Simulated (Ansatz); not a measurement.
Si$_{2}$Ge

Input file:

```
crystal:
  lattice:
    - [3.9299353532, 0.0, 0.0]
    - [-1.9649676766, 3.4034238511, 0.0]
    - [0.0, 0.0, 9.619095558]
  atoms:
    - { symbol: Si, position: [0.6666666667, 0.3333333333, 0.5398362569] }
    - { symbol: Si, position: [0.3333333333, 0.6666666667, 0.2141767802] }
    - { symbol: Ge, position: [0.0, 0.0, 0.8707128611] }
    - { symbol: Si, position: [0.3333333333, 0.6666666667, 0.4601637431] }
    - { symbol: Ge, position: [0.0, 0.0, 0.1292871389] }
    - { symbol: Si, position: [0.6666666667, 0.3333333333, 0.7858232198] }
kpoints:
  mp_grid: { grid: [12, 12, 4] }
hamiltonian:
  xc: r2scan
scf:
  occupations: { method: fermi_dirac, width: 0.02 }
relax:
  f_tol: 0.005
  cell: {}
output:
  write_density: true
  write_potential: true
  elf: true
  volumetric_format: npy
```

Run with:

```sh
ansatz run input.yaml --threads 4 --pin off --max-ram 6451MiB --backend cpu --events-out ev --progress --plain --runs-dir out
```

Below, planes, directions and counts refer to the conventional cell (a = 3.90 Å, b = 3.90 Å, c = 9.54 Å, α = 90.00°, β = 90.00°, γ = 120.00°).

The fields are those of the run's last geometry, not of the input's.

Space group P-3m1; started from the ordered alloy on diamond lattice prototype, which need not be the ambient phase.

The calculation used Ansatz 0.2.0, DFT, r2SCAN, plane waves, PAW.

**Predict the valence pseudo-density and electron localisation function between the atoms.**

Si–Si (2.35 Å): ρ is about 0.59 e/Å³ halfway; the ELF peaks at about 0.95 between the atoms: localised, covalent bonding.
Si–Ge (2.39 Å): ρ is about 0.56 e/Å³ halfway; the ELF peaks at about 0.95 between the atoms, as expected for a shared electron pair.

**Does the calculation give a band gap?**

It is gapped, with a Kohn–Sham gap of 0.78 eV on the k-point mesh (the band edges may lie off the mesh, which would make the gap smaller).

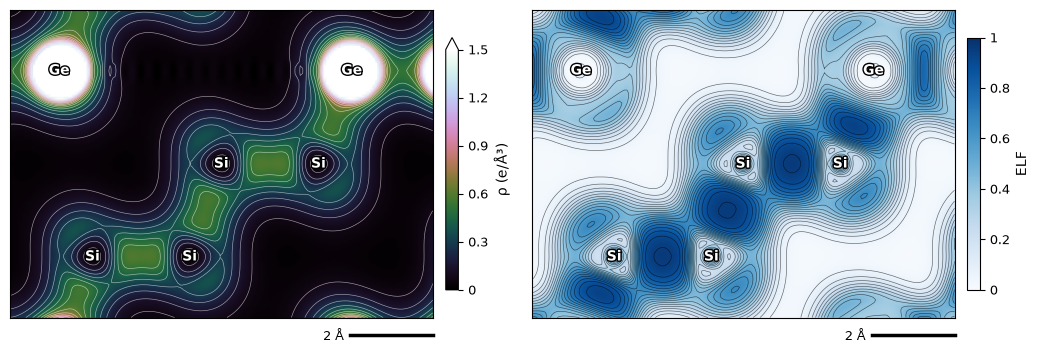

Computed valence pseudo-density and electron localisation function on the (110) plane of the conventional cell, in this order. 

Core electrons are frozen (PAW), and the valence fields are smoothed inside the atomic spheres.
